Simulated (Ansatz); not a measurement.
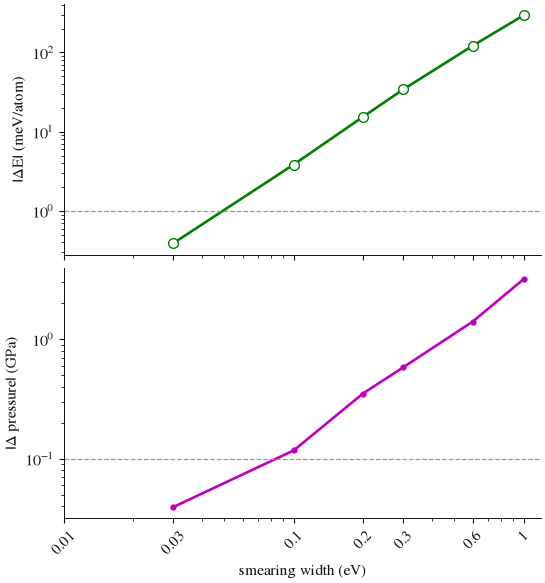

Scan of the smearing width.
- system: Nb (Im-3m, 1 atom in the cell)
- method: DFT, LDA (PW92), plane waves (420 eV) with PAW, scalar-relativistic in Ansatz 0.2.0; 14×14×14 k-mesh, Gaussian smearing
ΔE is the free energy less its value at the smallest setting, 0.01 eV.
Dashed lines or grey bands mark the tolerance: 1 meV/atom and 0.1 GPa.
On logarithmic panels, open markers lie below the reference value and filled ones above.

> What is enough for the free energy to 1 meV/atom?

The free energy is within 1 meV/atom of the smallest setting's value from 0.03 eV down. It is off by 300 meV/atom at 1 eV, 34 meV/atom at 0.3 eV and 3.9 meV/atom at 0.1 eV (always below it). The free energy falls with the width because it holds the −TS term of the fractional occupations.

> And the pressure, to 0.1 GPa?

The pressure is within 0.1 GPa of the smallest setting's value from 0.03 eV down. It is off by 3.2 GPa at 1 eV, 0.58 GPa at 0.3 eV and 0.12 GPa at 0.1 eV (always above it).
